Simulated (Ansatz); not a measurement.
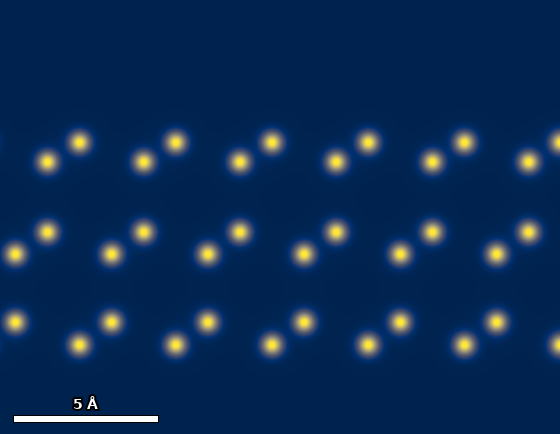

Cross-section of a (111) slab of Si (Fd-3m), seen along a direction in its plane, the normal pointing up. The image is simulated as a sum over atoms of Z^1.6, blurred by a 0.55 Å probe (no channelling). The probe carries 15 % of its weight in a tail 2.5 times as wide. Model: coordinates from a relaxation in a fixed cell under constraints with DFT PBE, scalar-relativistic, plane waves, PAW in Ansatz.

### How many atomic planes does the slab have, and what do they hold from top to bottom?

6 planes (atoms within 0.35 Å in height count as one plane; some lie less than 0.7 Å apart in height):

```json
{"plane": "1", "content": "Si", "depth below the top plane (Å)": "0.0"}
{"plane": "2", "content": "Si", "depth below the top plane (Å)": "0.7"}
{"plane": "3", "content": "Si", "depth below the top plane (Å)": "3.1"}
{"plane": "4", "content": "Si", "depth below the top plane (Å)": "3.9"}
{"plane": "5", "content": "Si", "depth below the top plane (Å)": "6.3"}
{"plane": "6", "content": "Si", "depth below the top plane (Å)": "7.0"}
```

### How thick is it, and how does it end on either side?

The outermost planes are 7.0 Å apart. The upper face ends in Si and the lower in Si, so the sequence of planes is the same from both sides.
